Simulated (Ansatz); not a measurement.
# Mo11S25 (cell charge +1, with a compensating background) (cell with a defect): what the fields show

```xyz
36
Lattice="-3.1495 5.4551 -6.6457 6.2990 0.0000 -6.6457 -3.1495 -5.4551 -6.6457" Properties=species:S:1:pos:R:3 pbc="T T T"
S    -0.0013   -0.6816   -6.6597
Mo   -1.5522    2.7119  -13.3039
Mo   -1.5455    2.8092   -6.6617
Mo    3.0707   -0.0088  -13.3063
Mo    3.2252   -0.0089   -6.6616
Mo    1.5922    2.7357  -13.3056
Mo   -1.6071   -2.6459  -13.3076
Mo   -1.6001   -2.7429   -6.6638
Mo   -3.1510    0.0422  -13.3070
Mo    1.5546   -2.7194  -13.3083
Mo   -3.1439   -5.4243   -6.6658
Mo   -0.0083    0.0308  -13.3025
S    -1.6594   -0.8934   -5.0989
S    -3.1528    1.8397  -11.7179
S     3.1836    1.8225  -11.7524
S     1.5269   -0.9183  -11.7242
S     1.6563   -0.8911   -5.0977
S     0.0151    1.8361  -11.7264
S    -0.0028    1.9409   -5.1072
S     3.1320   -3.6219  -11.7337
S    -4.7230   -0.8466  -11.7308
S    -0.0365   -3.6329  -11.7552
S     1.6228    4.5396  -11.7283
S    -1.5822   -0.8488  -11.7264
S     4.7691   -0.9180   -8.2438
S    -3.1163    1.8221   -8.2133
S     3.1127    1.8222   -8.2160
S     1.6558   -0.8930   -8.2223
S    -1.5703    4.6069   -8.2421
S    -0.0003    1.9426   -8.2178
S    -3.1671   -3.6187   -8.2418
S     0.0146    1.8334  -14.8800
S     1.5239   -0.9155  -14.8856
S     0.0006   -3.6149   -8.2500
S    -1.5787   -0.8461  -14.8834
S    -1.6585   -0.8899   -8.2234
```

Spin-polarised.

Theory: DFT PBE+D3(BJ), scalar-relativistic, plane waves, PAW in Ansatz 0.2.0.

The density is the valence pseudo-density of a PAW calculation; it isn't the true density close to the nuclei.

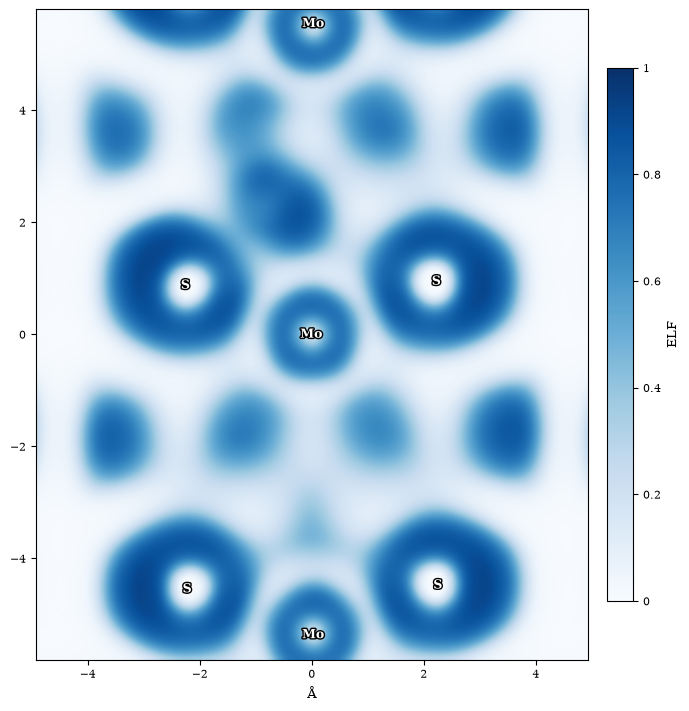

Figure 1. Electron localisation function on the (110) plane of the calculation cell.

Read the bonding off the picture.

Answer.
- Atoms in the plane: Mo and S.
- Atoms just off the plane (S, 0.7 Å away) can leave unmarked features too.
- Mo–S (2.42 Å): the ELF peaks at about 0.85 in the valence shell of S, 0.8 Å from its nucleus, and is about 0.45 at the midpoint.
- The features right at Mo lie inside the PAW spheres, where the map follows smoothed inner orbitals and isn't to be read closely.

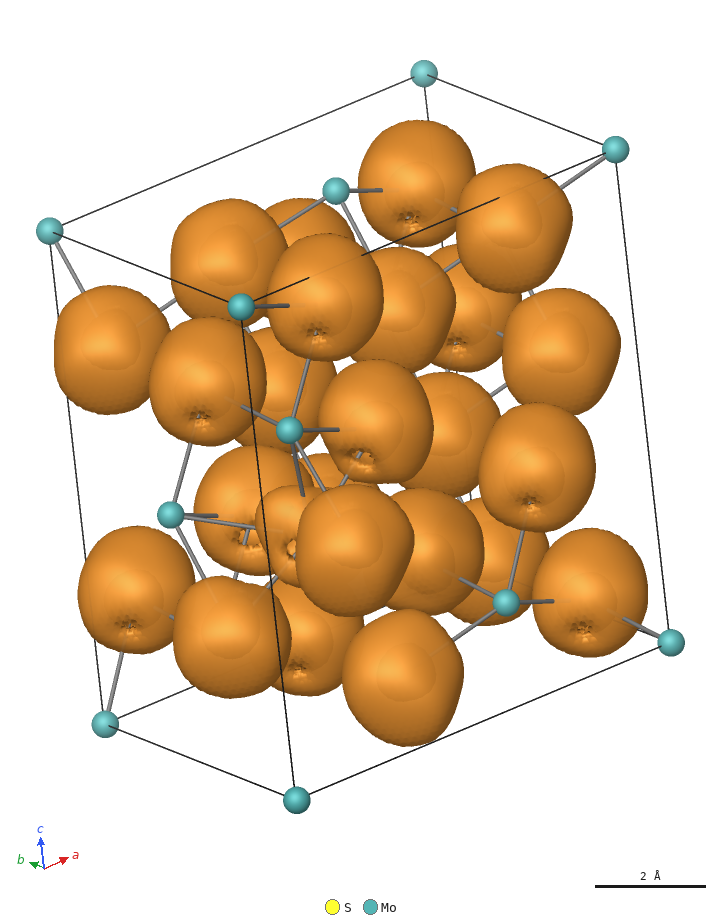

Figure 2. Isosurface of the electron localisation function at 0.7 (orange), seen slightly off an axis. Only the valence region is drawn (cores and ρ < 0.01 e/Å³ removed). Sticks mark near contacts.

Where are the electrons localised?

Answer. At this value the surface marks out 25 regions wrapped around S (the valence shell of each), counted in one cell of 36 atoms. Regions shared between cells count once. Profiles from the grid: S–S (2.29 Å): the ELF peaks at about 0.80 between the atoms. Mo–S (2.36 Å): the ELF peaks at about 0.85 in the valence shell of S, 0.8 Å from its nucleus, and is about 0.50 at the midpoint.

Metal or insulator at this level of theory?

Answer. It is metallic or semimetallic at this level of theory: no gap opens.
